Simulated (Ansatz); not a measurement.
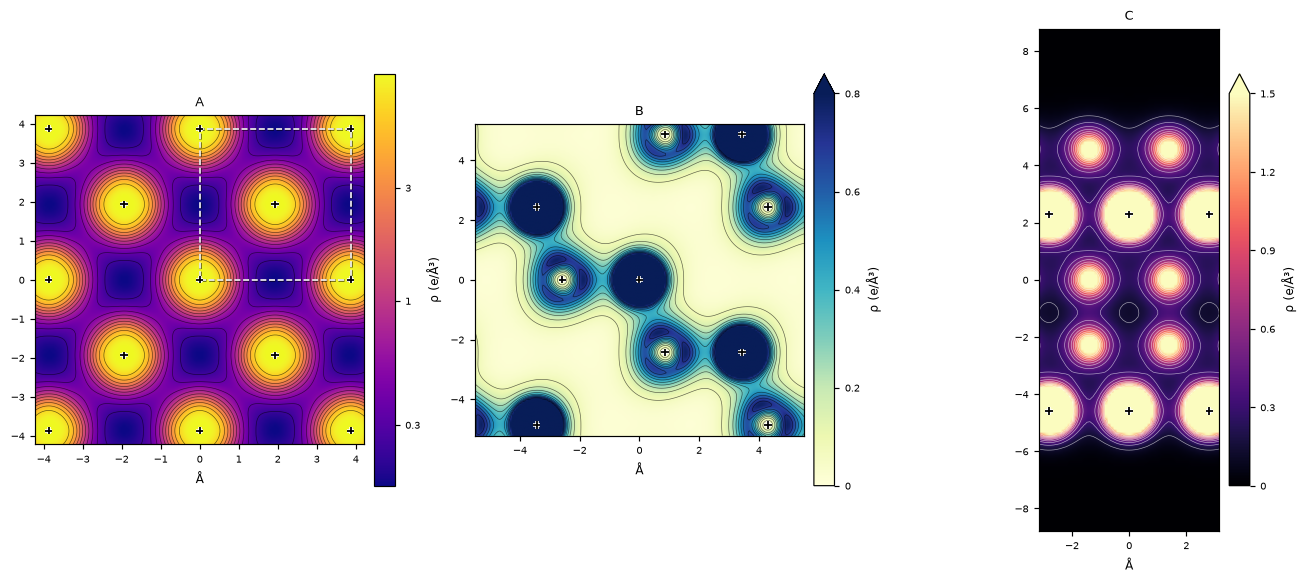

The valence electron density of 3 systems, each on a plane through atoms (crosses mark nuclei in the plane).

All numbers below come from DFT PBE, scalar-relativistic, plane waves, PAW in Ansatz.

System 1: Pt (slab), the (010) plane of the calculation cell, a cut from vacuum to vacuum. 

```
Pt
1.0
     2.80738    0.00000    0.00000
    -1.40369    2.43126    0.00000
     0.00000    0.00000   24.16886
Pt
5
Direct
  0.66667 0.33333 0.31032
  0.33333 0.66667 0.40516
  0.00000 0.00000 0.50000
  0.66667 0.33333 0.59484
  0.33333 0.66667 0.68968
```

System 2: Ir, the (010) plane of the conventional cell. Space group Fm-3m; a structure from a database of computed crystals, not necessarily the ambient phase; computed without spin polarisation.

```xyz
4
Lattice="3.8707 0.0000 0.0000 0.0000 3.8707 0.0000 0.0000 0.0000 3.8707" Properties=species:S:1:pos:R:3 pbc="T T T"
Ir    0.0000    0.0000    0.0000
Ir    1.9353    1.9353    0.0000
Ir    1.9353    0.0000    1.9353
Ir    0.0000    1.9353    1.9353
```

System 3: InP, the (100) plane of the calculation cell. Space group F-43m; a structure from a database of computed crystals, not necessarily the ambient phase.

Q: Match each panel to its system.

A: Panel A is system 2, Ir: the plane holds Ir. Ir–Ir (2.74 Å): the density is about 0.43 e/Å³ at the midpoint. Panel B is system 3, InP: the plane holds In and P. In–P (2.58 Å): ρ at the midpoint is about 0.43 e/Å³. Panel C is system 1, Pt: the plane holds Pt. Pt–Pt (2.81 Å): ρ is about 0.35 e/Å³ halfway.
